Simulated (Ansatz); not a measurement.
## What a change does: geometry relaxation on Ge

System: Ge (C2/m, 4 atoms in the cell).
Method of run 1: DFT, PBE, plane waves, PAW, spin-polarised (Ansatz 0.2.0).

The structure derives from a Materials Project entry. Text and figures count atoms from 1; the logs count them from 0 in places.

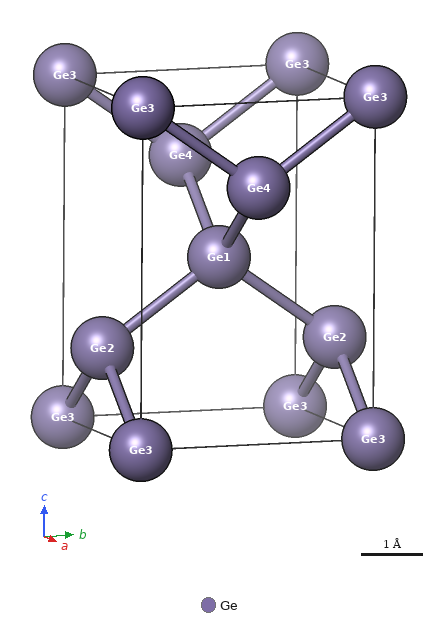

Fig. 1: The starting structure (ball-and-stick view of the cell of the calculation, seen slightly off an axis; atoms are numbered from 1 in the order of the input). Near neighbours in the crystal (not all of them lie inside the picture): Ge has 4 Ge at 2.47 to 2.52 Å.

**Input, run 1**
```yaml
crystal:
  lattice:
    - [2.879815858, 2.879815858, 0.0]
    - [-2.879815858, 2.879815858, 0.0]
    - [0.0814534929, 0.0814534929, 5.759631716]
  atoms:
    - { symbol: Ge, position: [0.5, 0.5, 0.5], spin: 2.0 }
    - { symbol: Ge, position: [0.5, 0.0, 0.25], spin: 2.0 }
    - { symbol: Ge, position: [0.0, 0.0, 0.0], spin: 3.0 }
    - { symbol: Ge, position: [0.0, 0.5, 0.75], spin: 3.0 }
basis:
  ecutwfc: 420
kpoints:
  mp_grid: { grid: [14, 14, 10] }
hamiltonian:
  xc: pbe
scf:
  occupations: { method: gaussian, width: 0.1 }
output:
  forces: true
  eigenvalues: true
  stress: true
relax:
  adjacent_minimum: "off"
  f_tol: 0.008
  max_steps: 40
magnetization:
  spin_polarized: true
```

Command:
```bash
ansatz run input.yaml --threads 1 --pin off --max-ram 2560MiB --backend cpu --events-out ev --progress --plain --runs-dir out
```

Hardware: 1 thread of Intel Xeon (Granite Rapids), 192 GiB of memory available, shared host.

**Output, shortened to warnings, some set-up lines, iterations and results (run 1)**
```
Warning: output.stress: scf.convergence.dr2_threshold = 6.4e-8 eV (the default of a walk held to its f_tol) is looser than the 4e-10 eV advised for a printed stress (1e-10 eV for each atom of the cell: 4). What an SCF threshold leaves in a stress goes as its square root, and in the free energy as the threshold itself, and one threshold admits the most on a small cell: of the crystals measured, …
WARN: the starting moments were not kept: the SCF closed with an absolute magnetisation of 1.9e-5 μB, where they sum to 10 μB in size (4 sites). That is at most 0.1 of that sum. Measured as dr2_m measures the in/out step, that magnetisation stands 1.7e-11 eV from none, at or under the dr2_threshold of 1.6e-6 eV: it is no larger than a step whose dr2_m would equal this threshold. The system may …
Basis set: ecut = 420 eV, 1887 PW (Γ), exchange–correlation on 60×60×80 points (8 copies of the dense FFT grid, shifted against one another)
Symmetry: 4 space group operations
k-points: 576 of 1960
Initial density: superposition of atomic densities (chi_scale 0.1, normalization cell)
[...]
SCF iter   1: F=—  HF=-17175.172321 eV  |F-HF|=—  |Δ(HF+E_count)|=         —  Δρ=2.44e-1 (↑2.40e-1 ↓2.44e-1)  dr2=8.13e-1  dr2_m=5.11e1  M=0.085 μB ∫|m|=0.242 μB  β_m=0.30  …
SCF iter   2: F=—  HF=-17177.588485 eV  |F-HF|=—  |Δ(HF+E_count)|=    2.42e0  Δρ=1.73e-1 (↑1.68e-1 ↓1.73e-1)  dr2=5.65e-1  dr2_m=2.53e1  M=0.046 μB ∫|m|=0.171 μB  β_m=0.30  …
SCF iter   3: F=—  HF=-17178.727960 eV  |F-HF|=—  |Δ(HF+E_count)|=    1.14e0  Δρ=1.20e-1 (↑1.19e-1 ↓1.20e-1)  dr2=4.38e-2  dr2_m=1.25e1  M=0.029 μB ∫|m|=0.121 μB  β_m=0.30  …
SCF iter   4: F=—  HF=-17179.327220 eV  |F-HF|=—  |Δ(HF+E_count)|=   5.99e-1  Δρ=8.42e-2 (↑8.41e-2 ↓8.42e-2)  dr2=2.29e-2  dr2_m=6.20e0  M=0.018 μB ∫|m|=0.090 μB  β_m=0.30  …
SCF iter   5: F=—  HF=-17179.633604 eV  |F-HF|=—  |Δ(HF+E_count)|=   3.06e-1  Δρ=5.96e-2 (↑5.96e-2 ↓5.88e-2)  dr2=1.80e-3  dr2_m=3.07e0  M=0.012 μB ∫|m|=0.067 μB  β_m=0.30  …
[... 18 lines ...]
SCF iter   1: F=—  HF=-17179.930121 eV  |F-HF|=—  |Δ(HF+E_count)|=         —  Δρ=3.30e-6 (↑3.30e-6 ↓3.13e-6)  dr2=3.47e-8  dr2_m=2.88e-10  M=-0.000 μB ∫|m|=0.000 μB  β_m=0.30 …
SCF iter   2: F=-17179.930121 eV  HF=-17179.930121 eV  |F-HF|=9.86e-10  |Δ(HF+E_count)|=   2.76e-8  Δρ=1.90e-6 (↑1.90e-6 ↓1.71e-6)  dr2=1.81e-8  dr2_m=1.72e-10  M=-0.000 μB …
SCF iter   3: F=-17179.930121 eV  HF=-17179.930121 eV  |F-HF|=6.89e-9  |Δ(HF+E_count)|=   1.65e-9  Δρ=1.17e-6 (↑1.17e-6 ↓1.06e-6)  dr2=9.35e-9  dr2_m=5.33e-11  M=-0.000 μB …
SCF 3 converged in 3 iterations: F = -17179.930121 eV  dr2 = 9.35e-9
relax step   3: F+E_penalty+E_count = -17179.93012067 eV  Δ(F+E_penalty+E_count) = -4.858e-8 eV  max|allowed force component| = 3.601e-3 eV/Å  Δτ_max = 0.0000 Å  (3 SCF …
SCF converged after 3 iterations
Magnetization: -0.0000 μB (28.0000 up, 28.0000 down)
Absolute magnetization: 0.0000 μB (∫|ρ↑−ρ↓|, with the PAW one-centre terms)
Spin contamination: 0.0000 ħ² per cell (⟨S²⟩ above its minimum at these occupations)
Per-site moments (μB) at R_I (Å): [(-2.370634068045729e-8, 1.0242878288159625), (-2.3706340634147855e-8, 1.0242878288159627), (-1.229853593270106e-8, 1.0242878288159627), (-1.2298535532692986e-8, 1.0242878288159625)]
Free energy (F): -17179.930121 eV
Harris-Foulkes:  -17179.930121 eV  (|F-HF|=6.89e-9)
Internal energy: -17179.929562 eV  (E = F + TS)
E sigma→0 (E₀):  -17179.929841 eV
Entropy (-TS):   -0.000559 eV (-0.140 meV/atom)
Fermi energy:    7.885935 eV
--- Per-component energies (eV) ---
  E_band       = -630.576410
  E_kinetic    = 443.480760
  E_local      = -10034.313830  (includes V_loc(G=0)·N_el)
  E_nonlocal   = 1672.729656
  E_hartree    = 4397.207366
  E_xc         = -301.197932
  E_vxc        = -256.948089  (∫ρ·V_xc dr)
  E_paw        = -8078.499448  (= ΣΔE_a)
  E_vpaw       = -1249.941037  (= ΣTr[D̂ρ^β])
  E_aug_tail   = 0.001255  (compensation charges beyond the density's cutoff)
  E_ewald      = -5279.337389
  E_smearing   = -0.000559  (= −TS)
  E_closure    = -0.000000  (closes the sum)
  Σ components = -17179.930121   (vs F -17179.930121, Δ=0.00e0)
--- Forces (eV/Å), atoms counted from 1 ---
  atom   1  Ge    -0.00360082    -0.00360082    -0.00312717
  atom   2  Ge     0.00360082     0.00360082     0.00312717
  atom   3  Ge    -0.00360078    -0.00360078    -0.00311771
  atom   4  Ge     0.00360078     0.00360078     0.00311771
  max |Σ_I F_I| component: 4.34e-19 eV/Å
--- Stress (GPa, compression-positive) ---
        0.051556      -0.019529      -0.758993
       -0.019529       0.051556      -0.758993
       -0.758993      -0.758993       0.079969
  P = ⅓ Tr σ = 0.0610 GPa (0.610 kbar)
--- Relaxed structure (3 steps of the walk, 3 accepted, 0 SCFs on fresh bases) ---
  F+E_penalty+E_count = -17179.93012067 eV   max|allowed force component| = 3.601e-3 eV/Å
  atoms:
    - { symbol: Ge, position: [0.5018695172186199, 0.5, 0.49996987681253935] }
    - { symbol: Ge, position: [0.4981304827813801, 0.0, 0.25003012318746065] }
    - { symbol: Ge, position: [0.0018695322902244351, -2.168404344971009e-19, -3.0248154765299706e-5] }
    - { symbol: Ge, position: [-0.001869532290224487, 0.5, 0.7500302481547652] }
```

For run 2 the input was changed thus:
```diff
-    - { symbol: Ge, position: [0.5, 0.5, 0.5], spin: 2.0 }
-    - { symbol: Ge, position: [0.5, 0.0, 0.25], spin: 2.0 }
-    - { symbol: Ge, position: [0.0, 0.0, 0.0], spin: 3.0 }
-    - { symbol: Ge, position: [0.0, 0.5, 0.75], spin: 3.0 }
+    - { symbol: Ge, position: [0.5, 0.5, 0.5] }
+    - { symbol: Ge, position: [0.5, 0.0, 0.25] }
+    - { symbol: Ge, position: [0.0, 0.0, 0.0] }
+    - { symbol: Ge, position: [0.0, 0.5, 0.75] }
-magnetization:
-  spin_polarized: true
```

Predict how the results change.

The energy is the same within 0.01 meV per atom. The SCF takes 14 iterations over all geometry steps against 22. On the same kind of shared host run 2 took about 0.32 times as long. The two runs start from different initial densities, which also moves the count.

**Output, shortened to warnings, some set-up lines, iterations and results (run 2)**
```
Warning: output.stress: scf.convergence.dr2_threshold = 6.4e-8 eV (the default of a walk held to its f_tol) is looser than the 4e-10 eV advised for a printed stress (1e-10 eV for each atom of the cell: 4). What an SCF threshold leaves in a stress goes as its square root, and in the free energy as the threshold itself, and one threshold admits the most on a small cell: of the crystals measured, …
Basis set: ecut = 420 eV, 1887 PW (Γ), exchange–correlation on 60×60×80 points (8 copies of the dense FFT grid, shifted against one another)
Symmetry: 8 space group operations
k-points: 576 of 1960
Initial density: superposition of atomic densities (neutral atoms: chi_scale 0, normalization atom), corrected by the library's trained network
[...]
SCF iter   1: F=—  HF=-17179.928874 eV  |F-HF|=—  |Δ(HF+E_count)|=         —  Δρ=1.56e-3  dr2=2.88e-3  ethr=1.77e-3  ⟨swp⟩=5.8  Hψ=74508  notcnv=0
SCF iter   2: F=—  HF=-17179.927635 eV  |F-HF|=—  |Δ(HF+E_count)|=   1.24e-3  Δρ=1.23e-3  dr2=1.86e-3  ethr=5.15e-6  ⟨swp⟩=2.0  Hψ=35752  notcnv=0
SCF iter   3: F=—  HF=-17179.927584 eV  |F-HF|=—  |Δ(HF+E_count)|=   5.13e-5  Δρ=6.99e-4  dr2=8.50e-4  ethr=3.32e-6  ⟨swp⟩=2.8  Hψ=33044  notcnv=0
SCF iter   4: F=—  HF=-17179.927933 eV  |F-HF|=—  |Δ(HF+E_count)|=   3.49e-4  Δρ=4.21e-4  dr2=7.78e-5  ethr=1.52e-6  ⟨swp⟩=2.0  Hψ=23221  notcnv=0
SCF iter   5: F=—  HF=-17179.927934 eV  |F-HF|=—  |Δ(HF+E_count)|=   1.10e-6  Δρ=6.86e-5  dr2=6.18e-6  ethr=1.39e-7  ⟨swp⟩=2.0  Hψ=34746  notcnv=0
[... 10 lines ...]
SCF iter   1: F=—  HF=-17179.930058 eV  |F-HF|=—  |Δ(HF+E_count)|=         —  Δρ=9.97e-6  dr2=1.55e-7  ethr=2.77e-10  ⟨swp⟩=1.0  Hψ=52992  notcnv=0
SCF iter   2: F=—  HF=-17179.930121 eV  |F-HF|=—  |Δ(HF+E_count)|=   6.26e-5  Δρ=7.44e-6  dr2=9.47e-8  ethr=2.77e-10  ⟨swp⟩=2.0  Hψ=22910  notcnv=0
SCF iter   3: F=-17179.930121 eV  HF=-17179.930121 eV  |F-HF|=1.52e-9  |Δ(HF+E_count)|=   7.32e-8  Δρ=2.33e-6  dr2=6.11e-9  ethr=1.14e-10  ⟨swp⟩=4.0  Hψ=58780  notcnv=0
SCF 3 converged in 3 iterations: F = -17179.930121 eV  dr2 = 6.11e-9
relax step   3: F+E_penalty+E_count = -17179.93012067 eV  Δ(F+E_penalty+E_count) = -2.228e-8 eV  max|allowed force component| = 3.604e-3 eV/Å  Δτ_max = 0.0000 Å  (3 SCF …
SCF converged after 3 iterations
Free energy (F): -17179.930121 eV
Harris-Foulkes:  -17179.930121 eV  (|F-HF|=1.52e-9)
Internal energy: -17179.929562 eV  (E = F + TS)
E sigma→0 (E₀):  -17179.929841 eV
Entropy (-TS):   -0.000559 eV (-0.140 meV/atom)
Fermi energy:    7.885934 eV
--- Per-component energies (eV) ---
  E_band       = -630.579438
  E_kinetic    = 443.480344
  E_local      = -10034.316759  (includes V_loc(G=0)·N_el)
  E_nonlocal   = 1672.728908
  E_hartree    = 4397.209894
  E_xc         = -301.197844
  E_vxc        = -256.947962  (∫ρ·V_xc dr)
  E_paw        = -8078.497964  (= ΣΔE_a)
  E_vpaw       = -1249.941826  (= ΣTr[D̂ρ^β])
  E_aug_tail   = 0.001255  (compensation charges beyond the density's cutoff)
  E_ewald      = -5279.337395
  E_smearing   = -0.000559  (= −TS)
  E_closure    = -0.000000  (closes the sum)
  Σ components = -17179.930121   (vs F -17179.930121, Δ=0.00e0)
--- Forces (eV/Å), atoms counted from 1 ---
  atom   1  Ge    -0.00360419    -0.00360419    -0.00312214
  atom   2  Ge     0.00360419     0.00360419     0.00312214
  atom   3  Ge    -0.00360419    -0.00360419    -0.00312214
  atom   4  Ge     0.00360419     0.00360419     0.00312214
  max |Σ_I F_I| component: 1.30e-18 eV/Å
--- Stress (GPa, compression-positive) ---
        0.051545      -0.019530      -0.759023
       -0.019530       0.051545      -0.759023
       -0.759023      -0.759023       0.079962
  P = ⅓ Tr σ = 0.0610 GPa (0.610 kbar)
--- Relaxed structure (3 steps of the walk, 3 accepted, 0 SCFs on fresh bases) ---
  F+E_penalty+E_count = -17179.93012067 eV   max|allowed force component| = 3.604e-3 eV/Å
  atoms:
    - { symbol: Ge, position: [0.5018695519852687, 0.49999999999999994, 0.4999698123401883] }
    - { symbol: Ge, position: [0.49813044801473116, 0.0, 0.2500301876598117] }
    - { symbol: Ge, position: [0.0018695519852688037, 0.0, -3.01876598117197e-5] }
    - { symbol: Ge, position: [-0.0018695519852688428, 0.5, 0.7500301876598117] }
```

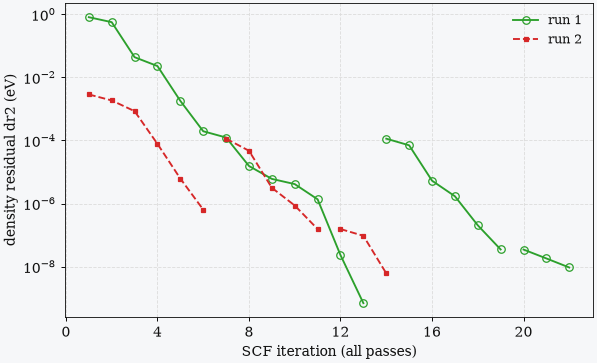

Fig. 2: Convergence of the two runs: density residual dr2 against the SCF iteration. A break in a curve parts two SCF passes. Run 1 takes 22 iterations in all, and run 2 takes 14.

**The two runs side by side**

```tsv
quantity	run 1	run 2
outcome	converged	converged
free energy per atom (eV)	−4294.9825	−4294.9825
gap on the mesh (eV)	0.00	0.00
net moment of the cell (μB)	0.00	–
absolute moment of the cell (μB)	0.00	–
pressure (GPa)	0.06	0.06
largest force (eV/Å)	0.006	0.006
SCF iterations	22	14
irreducible k-points	576	576
wall time (shared host)	6 min	1.9 min
```

For run 1: Warnings: some starting moments were not kept; the SCF threshold is looser than advised for the printed stress. For run 2: Warnings: the SCF threshold is looser than advised for the printed stress.
